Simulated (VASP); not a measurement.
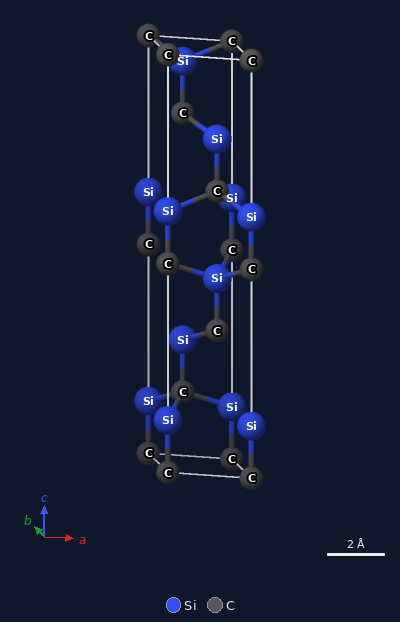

**Figure 1.** The input geometry (ball-and-stick view of the cell of the calculation, seen slightly off an axis).

SiC: band-structure run (part 1 of 2)

SiC (12 atoms in the cell), computed with Kohn-Sham DFT of a periodic cell, r2SCAN, VASP PAW PBE potentials, recommended, no spin polarisation (VASP 6.6.1).

The structure derives from an entry of the Crystallography Open Database.

### OSZICAR
```
N       E                     dE             d eps       ncg     rms          rms(c)
DAV:   1     0.973805651426E+02    0.97381E+02   -0.22614E+04  2736   0.125E+03
DAV:   2    -0.121942076241E+03   -0.21932E+03   -0.20498E+03  3564   0.215E+02
DAV:   3    -0.133773915525E+03   -0.11832E+02   -0.11745E+02  3604   0.471E+01
DAV:   4    -0.133947775255E+03   -0.17386E+00   -0.17350E+00  3480   0.655E+00
DAV:   5    -0.133951363392E+03   -0.35881E-02   -0.35851E-02  3476   0.895E-01    0.225E+01
DAV:   6    -0.122414060141E+03    0.11537E+02   -0.30597E+01  3352   0.212E+01    0.127E+01
DAV:   7    -0.116022679922E+03    0.63914E+01   -0.22393E+00  3460   0.729E+00    0.500E+00
DAV:   8    -0.121829264288E+03   -0.58066E+01   -0.15458E+00  2904   0.690E+00    0.359E+00
DAV:   9    -0.118737010998E+03    0.30923E+01   -0.44133E-01  2984   0.385E+00    0.160E+00
DAV:  10    -0.116311092635E+03    0.24259E+01   -0.60513E-01  2948   0.477E+00    0.538E-01
DAV:  11    -0.115945364204E+03    0.36573E+00   -0.30829E-02  3432   0.114E+00    0.476E-01
DAV:  12    -0.115938515027E+03    0.68492E-02   -0.20253E-02  3096   0.806E-01    0.300E-01
DAV:  13    -0.115950251011E+03   -0.11736E-01   -0.45487E-02  2880   0.151E+00    0.835E-02
DAV:  14    -0.115947913889E+03    0.23371E-02   -0.33616E-03  3512   0.345E-01    0.130E-01
DAV:  15    -0.115963178530E+03   -0.15265E-01   -0.49202E-03  2932   0.487E-01    0.744E-02
DAV:  16    -0.115963820738E+03   -0.64221E-03   -0.50411E-04  3096   0.143E-01    0.342E-02
DAV:  17    -0.115963940416E+03   -0.11968E-03   -0.26591E-05  3576   0.254E-02    0.284E-02
DAV:  18    -0.115963422884E+03    0.51753E-03   -0.12978E-04  2944   0.810E-02    0.335E-02
DAV:  19    -0.115964129683E+03   -0.70680E-03   -0.33713E-04  2884   0.126E-01    0.182E-02
DAV:  20    -0.115964142345E+03   -0.12662E-04   -0.97519E-06  3440   0.166E-02    0.126E-02
DAV:  21    -0.115964183310E+03   -0.40965E-04   -0.14828E-06  2092   0.859E-03    0.506E-03
DAV:  22    -0.115964182696E+03    0.61393E-06   -0.10071E-06  1688   0.566E-03
   1 F= -.11596418E+03 E0= -.11596418E+03  d E =-.221072E-20
       N       E                     dE             ncg
DAV:   1     0.112906661266E+05   -0.44365E+05     2736
DAV:   2     0.357222362801E+04   -0.77184E+04     3512
DAV:   3     0.317612099448E+04   -0.39610E+03     3560
DAV:   4     0.317051522965E+04   -0.56058E+01     3400
DAV:   5     0.317041358176E+04   -0.10165E+00     3448
DAV:   6     0.317041042251E+04   -0.31592E-02     3492
DAV:   7     0.317041033946E+04   -0.83053E-04     3304
DAV:   8     0.317041033612E+04   -0.33413E-05     2680
DAV:   9     0.317041033589E+04   -0.22638E-06     2436
       N       E                     dE             ncg
DAV:   1     0.139595061937E+05   -0.36657E+04     2736
DAV:   2     0.512390800907E+04   -0.88356E+04     3776
DAV:   3     0.462653937420E+04   -0.49737E+03     3596
DAV:   4     0.461772720817E+04   -0.88122E+01     3656
DAV:   5     0.461750938624E+04   -0.21782E+00     3540
DAV:   6     0.461750022121E+04   -0.91650E-02     3688
DAV:   7     0.461749993645E+04   -0.28476E-03     3484
DAV:   8     0.461749992113E+04   -0.15326E-04     3032
DAV:   9     0.461749992070E+04   -0.42697E-06     2532
       N       E                     dE             ncg
DAV:   1     0.109849742147E+05   -0.48607E+05     2736
DAV:   2     0.346164311863E+04   -0.75233E+04     3512
DAV:   3     0.308234434574E+04   -0.37930E+03     3604
DAV:   4     0.307715358586E+04   -0.51908E+01     3416
DAV:   5     0.307706443933E+04   -0.89147E-01     3436
DAV:   6     0.307706192415E+04   -0.25152E-02     3420
DAV:   7     0.307706183038E+04   -0.93774E-04     3336
DAV:   8     0.307706182601E+04   -0.43615E-05     2628
DAV:   9     0.307706182581E+04   -0.20329E-06     2360
       N       E                     dE             ncg
DAV:   1     0.242377030656E+05   -0.42876E+05     1944
DAV:   2     0.191199650709E+05   -0.51177E+04     2440
DAV:   3     0.188581453830E+05   -0.26182E+03     2496
DAV:   4     0.188544216572E+05   -0.37237E+01     2392
DAV:   5     0.188543568954E+05   -0.64762E-01     2396
DAV:   6     0.188543549247E+05   -0.19707E-02     2392
DAV:   7     0.188543548821E+05   -0.42587E-04     2228
DAV:   8     0.188543548805E+05   -0.16496E-05     1792
DAV:   9     0.188543548803E+05   -0.13070E-06     1636
```

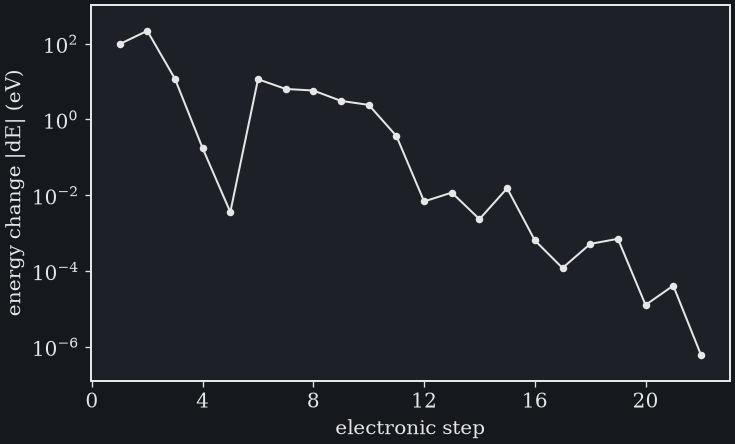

**Figure 2.** Convergence of the self-consistent field: energy change |dE| against the electronic step. It takes 22 electronic steps. The density is held fixed in the first few steps, and dE rises again when its update begins.

### Parts of OUTCAR
```
SYSTEM = SiC
   PREC = Accurate
   ENCUT = 520
   EDIFF = 1E-6
   ISMEAR = 0
   LREAL = .FALSE.
   LASPH = .TRUE.
   NELM = 80
   ISIF = 2
   METAGGA = R2SCAN

 ion  position               nearest neighbor table
   1  0.000  0.000  0.125-   9 1.89   9 1.89   9 1.89   7 1.89   5 3.08   5 3.08   5 3.08   3 3.08
                             3 3.08   3 3.08
   2  0.000  0.000  0.625-  10 1.89  10 1.89  10 1.89   8 1.89   6 3.08   6 3.08   6 3.08   4 3.08
                             4 3.08   4 3.08
   3  0.333  0.667  0.292-  12 1.89  12 1.89  12 1.89   9 1.89   6 3.08   6 3.08   6 3.08   1 3.08
                             1 3.08   1 3.08
   4  0.667  0.333  0.792-  11 1.89  11 1.89  11 1.89  10 1.89   5 3.08   5 3.08   5 3.08   2 3.08
                             2 3.08   2 3.08
   5  0.333  0.667  0.958-   7 1.88   7 1.88   7 1.88  11 1.89   4 3.08   4 3.08   4 3.08   1 3.08
                             1 3.08   1 3.08
   6  0.667  0.333  0.458-   8 1.88   8 1.88   8 1.88  12 1.89   3 3.08   3 3.08   3 3.08   2 3.08
                             2 3.08   2 3.08
   7  0.000  0.000  1.000-   5 1.88   5 1.88   5 1.88   1 1.89
   8  0.000  0.000  0.500-   6 1.88   6 1.88   6 1.88   2 1.89
   9  0.333  0.667  0.167-   1 1.89   1 1.89   1 1.89   3 1.89
  10  0.667  0.333  0.667-   2 1.89   2 1.89   2 1.89   4 1.89
  11  0.333  0.667  0.833-   4 1.89   4 1.89   4 1.89   5 1.89
  12  0.667  0.333  0.333-   3 1.89   3 1.89   3 1.89   6 1.89

  LATTYP: Found a hexagonal cell.
 ALAT       =     3.0798348540
 C/A-ratio  =     4.9066504716

  Lattice vectors:

 A1 = (   3.0798348540,   0.0000000000,   0.0000000000)
 A2 = (  -1.5399174270,   2.6672152183,   0.0000000000)
 A3 = (   0.0000000000,   0.0000000000,  15.1116731387)

Analysis of symmetry for initial positions (statically):
=====================================================================
 Subroutine PRICEL returns:
 Original cell was already a primitive cell.

 Routine SETGRP: Setting up the symmetry group for a
 hexagonal supercell.

 Subroutine GETGRP returns: Found 12 space group operations
 (whereof  6 operations were pure point group operations)
 out of a pool of 24 trial point group operations.

The static configuration has the point symmetry C_3v.
 The point group associated with its full space group is C_6v.

Analysis of symmetry for dynamics (positions and initial velocities):
=====================================================================
 Subroutine PRICEL returns:
 Original cell was already a primitive cell.

 Routine SETGRP: Setting up the symmetry group for a
 hexagonal supercell.

 Subroutine GETGRP returns: Found 12 space group operations
 (whereof  6 operations were pure point group operations)
 out of a pool of 24 trial point group operations.

The dynamic configuration has the point symmetry C_3v.
 The point group associated with its full space group is C_6v.

 Subroutine INISYM returns: Found 12 space group operations
 (whereof  6 operations are pure point group operations),
 and found     1 'primitive' translations

----------------------------------------------------------------------------------------

                                     Primitive cell

  volume of cell :     124.1361

  direct lattice vectors                    reciprocal lattice vectors
     3.079834854  0.000000000  0.000000000     0.324692734  0.187461438  0.000000000
    -1.539917427  2.667215218  0.000000000     0.000000000  0.374922876  0.000000000
     0.000000000  0.000000000 15.111673139     0.000000000  0.000000000  0.066174009

  length of vectors
     3.079834854  3.079834850 15.111673139     0.374922875  0.374922876  0.066174009

  position of ions in fractional coordinates (direct lattice)
     0.000000000  0.000000000  0.125036367
     0.000000000  0.000000000  0.625036367
     0.333333330  0.666666670  0.291819099
     0.666666670  0.333333330  0.791819099
     0.333333330  0.666666670  0.958311738
     0.666666670  0.333333330  0.458311738
     0.000000000  0.000000000  0.999688689
     0.000000000  0.000000000  0.499688689
     0.333333330  0.666666670  0.166826979
     0.666666670  0.333333330  0.666826979
     0.333333330  0.666666670  0.833317128
     0.666666670  0.333333330  0.333317128

  ion indices of the primitive-cell ions
   primitive index   ion index
                 1           1
                 2           2
                 3           3
                 4           4
                 5           5
                 6           6
                 7           7
                 8           8
                 9           9
                10          10
                11          11
                12          12

----------------------------------------------------------------------------------------

 KPOINTS: Automatic mesh

Automatic generation of k-mesh.
 Grid dimensions read from file:
 generate k-points for:   12   12    2

 Generating k-lattice:

  Cartesian coordinates                     Fractional coordinates (reciprocal lattice)
     0.027057728  0.015621786  0.000000000     0.083333333  0.000000000  0.000000000
     0.000000000  0.031243573  0.000000000     0.000000000  0.083333333  0.000000000
     0.000000000  0.000000000  0.033087005     0.000000000  0.000000000  0.500000000

  Length of vectors
     0.031243573  0.031243573  0.033087005

  Shift w.r.t. Gamma in fractional coordinates (k-lattice)
     0.000000000  0.000000000  0.000000000

 Subroutine IBZKPT returns following result:
 ===========================================

 Found     38 irreducible k-points:

 Following reciprocal coordinates:
            Coordinates               Weight
  0.000000  0.000000  0.000000      1.000000
  0.083333  0.000000  0.000000      6.000000
  0.166667 -0.000000  0.000000      6.000000
  0.250000  0.000000  0.000000      6.000000
  0.333333  0.000000  0.000000      6.000000
  0.416667  0.000000  0.000000      6.000000
  0.500000  0.000000  0.000000      3.000000
  0.083333  0.083333  0.000000      6.000000
  0.166667  0.083333  0.000000     12.000000
  0.250000  0.083333  0.000000     12.000000
  0.333333  0.083333  0.000000     12.000000
  0.416667  0.083333  0.000000     12.000000
  0.166667  0.166667  0.000000      6.000000
  0.250000  0.166667  0.000000     12.000000
  0.333333  0.166667  0.000000     12.000000
  0.416667  0.166667  0.000000      6.000000
  0.250000  0.250000  0.000000      6.000000
  0.333333  0.250000  0.000000     12.000000
  0.333333  0.333333  0.000000      2.000000
  0.000000  0.000000  0.500000      1.000000
  0.083333  0.000000  0.500000      6.000000
  0.166667 -0.000000  0.500000      6.000000
  0.250000  0.000000  0.500000      6.000000
  0.333333  0.000000  0.500000      6.000000
 [... further k-points ...]
   k-points           NKPTS =     38   k-points in BZ     NKDIM =     38   number of bands    NBANDS=     36
   number of dos      NEDOS =    301   number of ions     NIONS =     12
   total plane-waves  NPLWV =  64512
   dimension x,y,z NGX =    24 NGY =   24 NGZ =  112
   dimension x,y,z NGXF=    48 NGYF=   48 NGZF=  224
   ions per type =               6   6
   NGX,Y,Z   is equivalent  to a cutoff of  12.95, 12.95, 12.32 a.u.
   NGXF,Y,Z  is equivalent  to a cutoff of  25.91, 25.91, 24.64 a.u.
 SYSTEM =  SiC
   PREC   = accura    normal or accurate (medium, high low for compatibility)
   ISTART =      0    job   : 0-new  1-cont  2-samecut
   ICHARG =      2    charge: 1-file 2-atom 10-const
   ISPIN  =      1    spin polarized calculation?
   LNONCOLLINEAR =      F non collinear calculations
   LSORBIT =      F    spin-orbit coupling
   LASPH  =      T    aspherical Exc in radial PAW
   ENCUT  =  520.0 eV  38.22 Ry    6.18 a.u.   5.73  5.73 28.10*2*pi/ulx,y,z
   NELM   =     80;   NELMIN=  2; NELMDL= -5     # of ELM steps
   EDIFF  = 0.1E-05   stopping-criterion for ELM
   LREAL  =      F    real-space projection
   EDIFFG = 0.1E-04   stopping-criterion for IOM
   NSW    =      0    number of steps for IOM
   IBRION =     -1    ionic relax: 0-MD 1-quasi-New 2-CG
   NFREE  =      0    steps in history (QN), initial steepest desc. (CG)
   ISIF   =      2    stress and relaxation
   ISYM   =      2    0-nonsym 1-usesym 2-fastsym
   POTIM  = 0.5000    time-step for ionic-motion
   TEBEG  =    0.0;   TEEND  =   0.0 temperature during run
   PSTRESS=    0.0 pullay stress
   NELECT =      48.0000    total number of electrons
   NUPDOWN=      -1.0000    fix difference up-down
   EMIN   =  10.00;   EMAX   =-10.00  energy-range for DOS
   EFERMI =   0.00;   METHOD = LEGACY
   ISMEAR =     0;   SIGMA  =   0.03  broadening in eV -4-tet -1-fermi 0-gaus
   EFERMI_NEDOS =   21; number of points for ismear=-14 and -15
   IALGO  =     38    algorithm
   IMIX   =      4    mixing-type and parameters
     AMIX     =   0.40;   BMIX     =  1.00
     AMIX_MAG =   1.60;   BMIX_MAG =  1.00
  volume/ion in A,a.u.               =      10.34        69.81
  Fermi-wavevector in a.u.,A,eV,Ry     =   1.192676  2.253831 19.353969  1.422477
  Thomas-Fermi vector in A             =   2.328709
   LORBIT       =      0    0 simple, 1 ext, 2 COOP (PROOUT), +10 PAW based schemes
   METAGGA = R2SCAN    functional components
   LHFCALC =     F    Hartree Fock is set to
   AEXX    =    0.0000 exact exchange contribution
   IVDW    =     0    specifies the selected vdW correction
   LEPSILON=     F    determine dielectric tensor
   LRPA    =     F    only Hartree local field effects (RPA)
 non-spin polarized calculation
 Gauss-broadening in eV      SIGMA  =   0.03
  energy-cutoff  :      520.00
  volume of cell :      124.14
 maximum number of plane-waves:      3364
 NGX is ok and might be reduce to    24
   NGX = 11   NGY = 11   NGZ = 57

 number of electron      47.9999999 magnetization

 Free energy of the ion-electron system (eV)
  ---------------------------------------------------
  ext. energy  EPLUGINS =         0.00000000
  ---------------------------------------------------
  free energy    TOTEN  =      -115.96418270 eV

  energy without entropy =     -115.96418270  energy(sigma->0) =     -115.96418270

 E-fermi :   8.2178     XC(G=0): -11.9327     alpha+bet :-16.4369

 val. band max:        8.0316239377   @ k =   0.0000   0.0000   0.0000
 cond. band min:      10.4306594181   @ k =   0.5000   0.0000   0.0000
 fundamental gap:      2.3990354805
 Fermi energy:         8.2177960363

 k-point     1 :       0.0000    0.0000    0.0000
  band No.  band energies     occupation
      1      -8.2038      2.00000
      2      -7.6636      2.00000
      3      -7.6269      2.00000
      4      -6.0905      2.00000
      5      -6.0593      2.00000
      6      -4.5775      2.00000
      7      -0.8409      2.00000
      8       1.5370      2.00000
      9       1.5804      2.00000
     10       5.5046      2.00000
     11       5.5346      2.00000
     12       6.8263      2.00000
     13       6.8263      2.00000
     14       7.0230      2.00000
     15       7.0230      2.00000
     16       7.1379      2.00000
     17       7.1380      2.00000
     18       7.6298      2.00000
     19       7.6298      2.00000
     20       7.7154      2.00000
     21       7.7154      2.00000
     22       7.9968      2.00000
     23       8.0316      2.00000
     24       8.0316      2.00000
     25      13.7753      0.00000
     26      13.9526      0.00000
     27      14.3601      0.00000
     28      14.8776      0.00000
     29      14.9329      0.00000
     30      15.2943      0.00000
     31      15.4716      0.00000
     32      15.4716      0.00000
     33      15.7182      0.00000
     34      15.7182      0.00000
     35      15.9475      0.00000
     36      16.0214      0.00000

 k-point     2 :       0.0833    0.0000    0.0000
  band No.  band energies     occupation
      1      -8.0787      2.00000
      2      -7.5406      2.00000
      3      -7.5035      2.00000
      4      -5.9741      2.00000
      5      -5.9428      2.00000
      6      -4.4736      2.00000
      7      -0.7262      2.00000
      8       1.6168      2.00000
      9       1.6604      2.00000
     10       5.4473      2.00000
     11       5.4863      2.00000
     12       6.1267      2.00000
     13       6.4105      2.00000
     14       6.5149      2.00000
     15       6.5797      2.00000
     16       6.8330      2.00000
     17       6.9200      2.00000
     18       7.1699      2.00000
     19       7.2556      2.00000
     20       7.5319      2.00000
     21       7.5674      2.00000
     22       7.5986      2.00000
     23       7.9160      2.00000
     24       7.9807      2.00000
     25      14.0797      0.00000
     26      14.2870      0.00000
     27      14.5207      0.00000
     28      14.9756      0.00000
     29      15.1162      0.00000
     30      15.2254      0.00000
     31      15.3705      0.00000
     32      15.5708      0.00000
     33      15.7640      0.00000
     34      15.8262      0.00000
     35      15.9066      0.00000
     36      15.9883      0.00000
```
